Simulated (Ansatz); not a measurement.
# Residual resistivity of an alloy: Mo(100) with 4 layers of random Mo-W, 2x2

Aim: the residual resistivity of a random alloy, from Mo(100) with 4 layers of random Mo-W, 2x2 and longer regions.

Program: Ansatz 0.2.0. Level of theory: Ansatz plane-wave DFT, PBE, PAW files; ballistic transport by layer matching (Landauer), zero bias; PAW set soft_1. Results are calculated unless marked as measured.

## Step 1: The structure

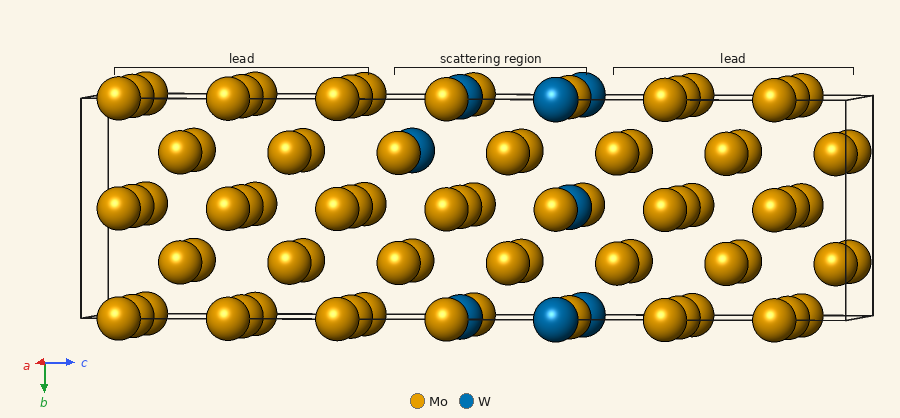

The starting structure, seen from the side, with the c axis across the page (molybdenum orange, tungsten blue). Some periodic images of atoms are drawn too.

The cell holds 56 atoms: 52 Mo and 4 W. Cell: a = 6.294 Å, b = 6.294 Å, c = 22.029 Å, α = 90.0°, β = 90.0°, γ = 90.0°. It derives from Mo. Regions: lead, 40 atoms (40 Mo); scattering region, 16 atoms (4 W and 12 Mo). The structure is stacked along c, and the current runs across the ab planes.

## Step 2: With 4 alloy layers

In 4 layers a share of 0.25 of the sites is given to W at random. The layers about the cell's end stay perfect and serve as the lead. Disorder leaves little or no symmetry, which makes such runs dear. Energies from -0.05 to 0.05 eV in steps of 0.05 eV are too few for the program's thermal sum, so it prints no conductance; for a metal the transmission near the Fermi level serves, at a fraction of the cost.

Contents of input.yaml:

```yaml
crystal:
  lattice:
    - [6.294, 0.0, 0.0]
    - [0.0, 6.294, 0.0]
    - [0.0, 0.0, 22.029]
  atoms:
    - { symbol: Mo, position: [0.0, 0.0, 0.0357142857] }
    - { symbol: Mo, position: [0.0, 0.5, 0.0357142857] }
    - { symbol: Mo, position: [0.5, 0.0, 0.0357142857] }
    - { symbol: Mo, position: [0.5, 0.5, 0.0357142857] }
    - { symbol: Mo, position: [0.25, 0.25, 0.1071428571] }
    - { symbol: Mo, position: [0.25, 0.75, 0.1071428571] }
    - { symbol: Mo, position: [0.75, 0.25, 0.1071428571] }
    - { symbol: Mo, position: [0.75, 0.75, 0.1071428571] }
    - { symbol: Mo, position: [0.0, 0.0, 0.1785714286] }
    - { symbol: Mo, position: [0.0, 0.5, 0.1785714286] }
    - { symbol: Mo, position: [0.5, 0.0, 0.1785714286] }
    - { symbol: Mo, position: [0.5, 0.5, 0.1785714286] }
    - { symbol: Mo, position: [0.25, 0.25, 0.25] }
    - { symbol: Mo, position: [0.25, 0.75, 0.25] }
    - { symbol: Mo, position: [0.75, 0.25, 0.25] }
    - { symbol: Mo, position: [0.75, 0.75, 0.25] }
    - { symbol: Mo, position: [0.0, 0.0, 0.3214285714] }
    - { symbol: Mo, position: [0.0, 0.5, 0.3214285714] }
    - { symbol: Mo, position: [0.5, 0.0, 0.3214285714] }
    - { symbol: Mo, position: [0.5, 0.5, 0.3214285714] }
    - { symbol: W, position: [0.25, 0.25, 0.3928571429] }
    - { symbol: Mo, position: [0.25, 0.75, 0.3928571429] }
    - { symbol: Mo, position: [0.75, 0.25, 0.3928571429] }
    - { symbol: Mo, position: [0.75, 0.75, 0.3928571429] }
    - { symbol: Mo, position: [0.0, 0.0, 0.4642857143] }
    - { symbol: Mo, position: [0.0, 0.5, 0.4642857143] }
    - { symbol: W, position: [0.5, 0.0, 0.4642857143] }
    - { symbol: Mo, position: [0.5, 0.5, 0.4642857143] }
    - { symbol: Mo, position: [0.25, 0.25, 0.5357142857] }
    - { symbol: Mo, position: [0.25, 0.75, 0.5357142857] }
    - { symbol: Mo, position: [0.75, 0.25, 0.5357142857] }
    - { symbol: Mo, position: [0.75, 0.75, 0.5357142857] }
    - { symbol: W, position: [0.0, 0.0, 0.6071428571] }
    - { symbol: Mo, position: [0.0, 0.5, 0.6071428571] }
    - { symbol: Mo, position: [0.5, 0.0, 0.6071428571] }
    - { symbol: W, position: [0.5, 0.5, 0.6071428571] }
    - { symbol: Mo, position: [0.25, 0.25, 0.6785714286] }
    - { symbol: Mo, position: [0.25, 0.75, 0.6785714286] }
    - { symbol: Mo, position: [0.75, 0.25, 0.6785714286] }
    - { symbol: Mo, position: [0.75, 0.75, 0.6785714286] }
    - { symbol: Mo, position: [0.0, 0.0, 0.75] }
    - { symbol: Mo, position: [0.0, 0.5, 0.75] }
    - { symbol: Mo, position: [0.5, 0.0, 0.75] }
    - { symbol: Mo, position: [0.5, 0.5, 0.75] }
    - { symbol: Mo, position: [0.25, 0.25, 0.8214285714] }
    - { symbol: Mo, position: [0.25, 0.75, 0.8214285714] }
    - { symbol: Mo, position: [0.75, 0.25, 0.8214285714] }
    - { symbol: Mo, position: [0.75, 0.75, 0.8214285714] }
    - { symbol: Mo, position: [0.0, 0.0, 0.8928571429] }
    - { symbol: Mo, position: [0.0, 0.5, 0.8928571429] }
    - { symbol: Mo, position: [0.5, 0.0, 0.8928571429] }
    - { symbol: Mo, position: [0.5, 0.5, 0.8928571429] }
    - { symbol: Mo, position: [0.25, 0.25, 0.9642857143] }
    - { symbol: Mo, position: [0.25, 0.75, 0.9642857143] }
    - { symbol: Mo, position: [0.75, 0.25, 0.9642857143] }
    - { symbol: Mo, position: [0.75, 0.75, 0.9642857143] }
kpoints:
  mp_grid: { grid: [4, 4, 1] }
hamiltonian:
  xc: pbe
  pseudopotentials: { kind: paw, azcp: { folder: soft_1 } }
scf:
  occupations: { method: fermi_dirac, width: 0.1 }
output:
  transmission: { leads: [[0, 4]], kmesh: [8, 8], e_range: [-0.05, 0.05], de: 0.05 }
  write_potential: true
  write_density: true
  volumetric_format: npy
```

Command:

```sh
$ ansatz run input.yaml --threads 4 --pin off --max-ram 15360MiB --backend cpu --events-out ev --progress --plain --runs-dir out
```

Numbers of over 12 decimals in the logs are rounded to 6 here.

Log:

```text
Engine: ansatz 0.2.0, aarch64-unknown-linux-gnu
Pseudopotentials: kind: paw
Pseudopotential: Mo, paw, valence charge 14, recommended cutoff 420 eV (normal), soft_1/Mo.paw.azcp
Pseudopotential: W, paw, valence charge 14, recommended cutoff 420 eV (normal), soft_1/W.paw.azcp
Functional definition: PBE
  parameter kappa = 0.804
  parameter beta = 0.066725
  exchange = pbe_x(kappa = kappa, mu = beta*pi^2/3)
  correlation = pbe_c(beta = beta)
Crystal: 56 atoms, lattice volume = 872.666 Å³
Basis set: ecut = 420 eV, 17109 PW (Γ)
Bands: 471, of which v1, the nominal top of the filled ones, is band 392 counted from 1 (391 counted from 0)
Symmetry: 2 space group operations
Space group: Cm (ITA 8), of the structure as read, at distance tolerance 9.6e-5 Å
k-points: 7 of 16 (time reversal used)
Non-local potential: Mo, projectors of the file, l = 0: 3, l = 1: 2, l = 2: 2, l = 3: 1
Non-local potential: W, projectors of the file, l = 0: 3, l = 1: 2, l = 2: 2, l = 3: 1
PAW form: soft (Blöchl's): semilocal exchange-correlation on the pseudo side does not see the compensation charge
PAW one-centre angular grid: Mo, 590 points (default); XC on 64 Gauss nodes
PAW one-centre angular grid: W, 590 points (default); XC on 64 Gauss nodes
Initial density: superposition of atomic densities (chi_scale 0.1, normalization cell, long waves 47 % of neutral atoms (reshape's long-wave potential 1.47 eV rms, cloud 3.16 Å wide))
Initial wavefunctions: pseudopotential atomic-orbital guess
Functional: x = pbe(κ = 0.804, μ = 0.219515), c = pbe(β = 0.066725)
SCF iter   1: F=—  HF=-299302.867460 eV  |F-HF|=—  |Δ(HF+E_count)|=         —  Δρ=1.08e-1  dr2=1.08e3  ethr=3.10e-3  ⟨swp⟩=5.0  Hψ=12398  notcnv=0
preconditioner: auto → Kerker (q_TF=auto, 2.680 Å⁻¹)  [metal: Δε(μ)=0.050 eV  Ē_g=4.634 eV  σ=0.100 eV  W_gap=0.12  n_scr=286 (ndim 8)  ℏωp=23.0 eV  f_vac=0.000  D(μ)=35.42/eV (n_scr^D=294)]
SCF iter   2: F=—  HF=-299272.803506 eV  |F-HF|=—  |Δ(HF+E_count)|=    3.01e1  Δρ=6.21e-2  dr2=4.90e2  ethr=3.10e-3  ⟨swp⟩=2.3  Hψ=5971  notcnv=0
SCF iter   3: F=—  HF=-299259.078583 eV  |F-HF|=—  |Δ(HF+E_count)|=    1.37e1  Δρ=9.99e-3  dr2=3.94e0  ethr=3.10e-3  ⟨swp⟩=3.3  Hψ=10266  notcnv=0
SCF iter   4: F=—  HF=-299258.797281 eV  |F-HF|=—  |Δ(HF+E_count)|=   2.81e-1  Δρ=2.40e-3  dr2=2.15e0  ethr=5.02e-4  ⟨swp⟩=3.1  Hψ=5689  notcnv=0
SCF iter   5: F=—  HF=-299258.770643 eV  |F-HF|=—  |Δ(HF+E_count)|=   2.66e-2  Δρ=8.73e-4  dr2=5.62e-3  ethr=2.75e-4  ⟨swp⟩=1.1  Hψ=3375  notcnv=0
SCF iter   6: F=—  HF=-299258.770089 eV  |F-HF|=—  |Δ(HF+E_count)|=   5.54e-4  Δρ=1.51e-4  dr2=5.50e-4  ethr=7.17e-7  ⟨swp⟩=2.0  Hψ=4430  notcnv=0
SCF iter   7: F=—  HF=-299258.770076 eV  |F-HF|=—  |Δ(HF+E_count)|=   1.29e-5  Δρ=2.67e-5  dr2=1.22e-5  ethr=7.01e-8  ⟨swp⟩=1.0  Hψ=3297  notcnv=0
SCF iter   8: F=—  HF=-299258.769179 eV  |F-HF|=—  |Δ(HF+E_count)|=   8.97e-4  Δρ=5.70e-6  dr2=9.77e-7  ethr=1.56e-9  ⟨swp⟩=2.0  Hψ=4448  notcnv=0
SCF iter   9: F=-299258.769179 eV  HF=-299258.769179 eV  |F-HF|=1.50e-8  |Δ(HF+E_count)|=   1.97e-8  Δρ=7.76e-7  dr2=1.78e-8  ethr=1.28e-11  ⟨swp⟩=7.3  Hψ=8591  notcnv=0
SCF 1 converged in 9 iterations: F = -299258.769179 eV  dr2 = 1.78e-8
  greatest PAW one-centre occupation: 0.999 electrons in one spin orbital (limit 2), on the W atom at site 35 (counted from 0), in its partial waves of l = 0
transmission: 90 of 882 steps passed
transmission: 177 of 882 steps passed
[...]
transmission: 882 of 882 steps passed
SCF converged after 9 iterations
Free energy (F): -299258.769179 eV
Harris-Foulkes:  -299258.769179 eV  (|F-HF|=1.50e-8)
Internal energy: -299257.340266 eV  (E = F + TS)
E sigma→0 (E₀):  -299258.054722 eV
Entropy (-TS):   -1.428913 eV (-25.516 meV/atom)
Fermi energy:    21.315420 eV
--- Per-component energies (eV) ---
  E_band       = -3128.928879
  E_kinetic    = 23663.284204
  E_local      = -42053.927992  (includes V_loc(G=0)·N_el)
  E_nonlocal   = 7597.955852
  E_hartree    = 14495.084854
  E_xc         = -10247.837613
  E_vxc        = -12367.979013  (∫ρ·V_xc dr)
  E_paw        = -201326.027462  (= ΣΔE_a)
  E_vpaw       = -8958.441490  (= ΣTr[D̂ρ^β])
  E_aug_tail   = 0.003048  (compensation charges beyond the density's cutoff)
  E_ewald      = -91385.875156
  E_smearing   = -1.428913  (= −TS)
  E_closure    = -0.000000  (closes the sum)
  Σ components = -299258.769179   (vs F -299258.769179, Δ=0.00e0)
--- Band table (eV; the first three rows and the last of 7) ---
  k-point 0: bands = [... 388 lower, 21.2851, 21.2938, 21.2945, 21.3027, 21.3209, 21.3286, 21.3385, 21.3469, ... 75 higher]
  k-point 1: bands = [... 388 lower, 21.3205, 21.3220, 21.3413, 21.3693, 21.3708, 21.4334, 21.4481, 21.4504, ... 75 higher]
  k-point 2: bands = [... 388 lower, 21.3634, 21.3765, 21.4151, 21.4234, 21.4348, 21.4437, 21.4476, 21.4699, ... 75 higher]
  k-point 6: bands = [... 388 lower, 20.4941, 20.5063, 20.5066, 20.5189, 21.5576, 21.5832, 21.5845, 21.6086, ... 75 higher]
--- Transmission ---
  basis      : 349 plane waves across, 42 finite elements along
  points     : 21, standing for a mesh of 8 x 8
  energies   : 3 from -0.050000 to 0.050000 eV about the Fermi level, 0.050000 eV apart; the leads are filled to 0.000000 eV, and channels, transmission and decay are at 0.000000 eV
  crystal 0  : Mo4, at the sites [0, 4], period 1.5735 Å, over 15.73 Å; its Hamiltonian steps by up to 2.8 meV
    offset         : up to 0.0000 Å between an atom of the period and one for which it stands
    channels       : 6.781250e0 a spin
    conductance    : none, the energies end too early or step too widely for 300 K: set another output.transmission.e_range or a lower de, or, where they end at an eighth of basis.ecutwfc, a higher one
    slowest decay  : 0.0516 /Å at (0.5000, 0.3750)
  junction   : crystal 0 to crystal 0, 0.70 to 21.15 Å
    transmission   : 6.495711e0 a spin
    conductance    : none, the energies end too early or step too widely for 300 K: set another output.transmission.e_range or a lower de, or, where they end at an eighth of basis.ecutwfc, a higher one
```

The job ended after 6.2 min (4 threads of Arm Neoverse V2, shared host; peak memory 7.5 GiB).

This step gave:

```yaml
free_energy: -299258.7692 eV
energy_at_zero_smearing: -299258.0547 eV
fermi_energy: 21.32 eV
cell_area: 39.61 Å²
transmission_per_spin_nearest_the_fermi_level: 6.496
open_channels_per_spin_nearest_the_fermi_level: 6.781
step_of_the_lead_s_potential: 2.8 meV
```

Per spin. Table of transmission, zone mean by energy, zero at the Fermi level:

| energy (eV) | transmission, zone mean |
| --- | --- |
| -0.0500 | 6.26 |
| 0.0000 | 6.50 |
| 0.0500 | 6.54 |

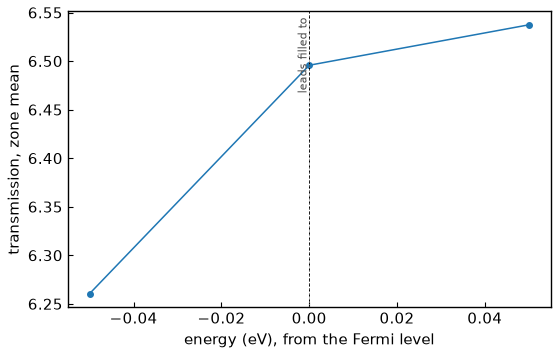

Transmission, zone mean, plotted against energy.

Per spin. Table of open channels, zone mean, lead by energy, zero at the Fermi level:

| energy (eV) | open channels, zone mean, lead |
| --- | --- |
| -0.0500 | 6.59 |
| 0.0000 | 6.78 |
| 0.0500 | 6.91 |

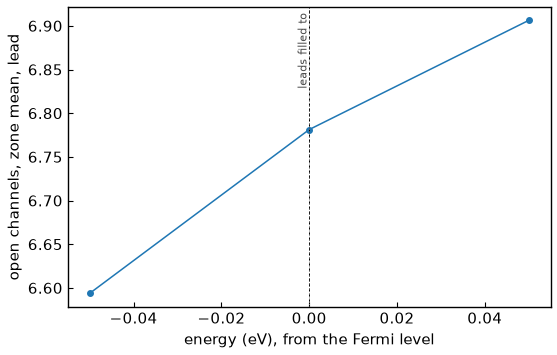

Open channels, zone mean, lead against energy.

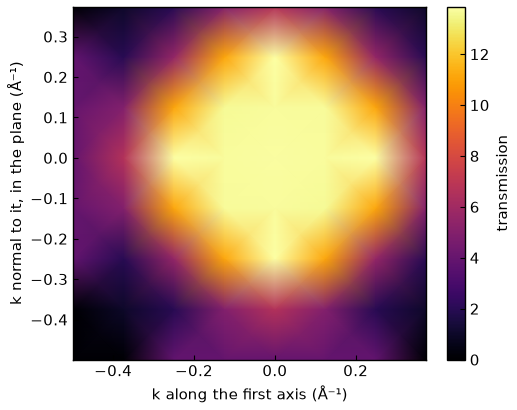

Transmission over k1 and k2. At 0.0000 eV from the Fermi level.

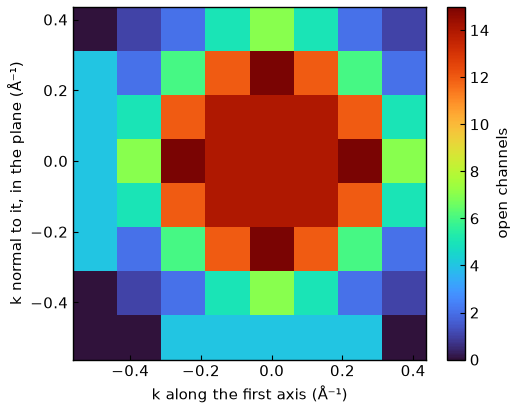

Open channels over k1 and k2. At 0.0000 eV from the Fermi level.

Over the solved energies the transmission per spin lies between 6.26 and 6.54, out of 6.76 channels of the lead on average (up to 6.91).

[end of part 1 of 2]

[Logs are printed without paths, hosts, clocks, repeated set-up lines and the standing remarks that a program may print on its own settings, such as how far it seeks lower states.]

[Hosts, paths, dates, database ids (printed as entryN), source tags and the programs' standing remarks are cut or masked in the printed files.]
